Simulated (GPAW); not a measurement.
# BN (F-43m): refractive index against wavelength

The refractive index of BN (F-43m) below the direct gap (8.79 eV on the mesh) is read from one computed spectrum, n = √(Re ε).

Cell: a, b, c = 2.556, 2.556, 2.556 Å (primitive vectors), 2 atoms.

Method: GPAW 26.7.0, PBE, RPA, k-mesh 16×16×16, local fields up to 50 eV, Lorentzian half width 0.15 eV.

Launch of the response step: `OMP_NUM_THREADS=1 python df.py`. The run took 13 s, its band step included, on 1 thread of Intel(R) Xeon(R) Platinum 8488C (Sapphire Rapids) (shared host).

| wavelength (nm) | photon energy E (eV) | n |
| --- | --- | --- |
| 532 | 2.331 | 2.1569 |
| 450 | 2.755 | 2.1693 |
| 405 | 3.061 | ? |
| 365 | 3.397 | 2.1929 |
| 308 | 4.025 | 2.2225 |
| 266 | 4.661 | 2.2604 |
| 248 | 4.999 | 2.2843 |

In the single-oscillator model n² − 1 = E₀E_d/(E₀² − E²), so 1/(n² − 1) = E₀/E_d − E²/(E₀E_d) is linear in E².

Working, on the rows shown:

| x = E² (eV²) | y = 1/(n² − 1) |
| --- | --- |
| 5.43137 | 0.273806 |
| 7.59115 | 0.269843 |
| 11.5384 | 0.262549 |
| 16.2043 | 0.253839 |
| 21.7255 | 0.243344 |
| 24.9936 | 0.237078 |

Means: x̄ = 14.581, ȳ = 0.25674. Σ(x − x̄)(y − ȳ) = -0.5706, Σ(x − x̄)² = 303.9. Slope = -0.5706 / 303.9 = -0.001877; intercept = ȳ − slope · x̄ = 0.28412. Turned back into n, the line misses the rows shown by at most 0.0005.

Task: What does the fit predict for the withheld row, and how well does it do?

Result: At x = 9.3718 the line gives y = 0.26652, that is 2.1799. The run gave 2.1798, so the interpolation is off by 0.00012, 0.1 % of the range in the table.

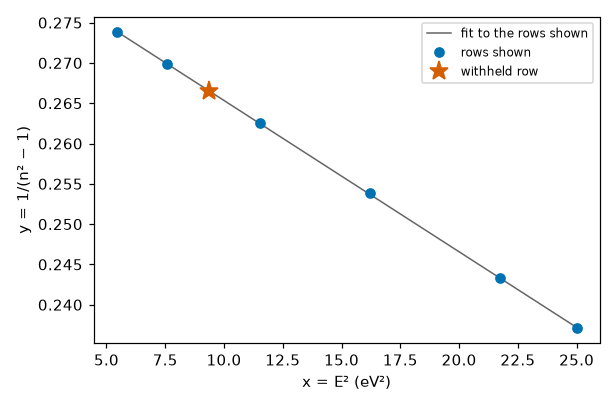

Refitted with all rows, the slope is -0.001878 and the intercept 0.28413. These give E₀ = √(intercept/−slope) = 12.30 eV and E_d = E₀/intercept = 43.3 eV; E₀ is 1.4 times the direct gap. The electronic limit at long wavelengths, without lattice vibrations, is n = √(1 + 1/intercept) = 2.126. Excitons are left out; PBE gaps are as a rule too small. The values come from a sum over the points of one k-mesh and carry its error, which grows as the direct gap shrinks. The local-field cutoff holds few shells of reciprocal vectors for this small cell, so ε∞ can read a few per cent high.
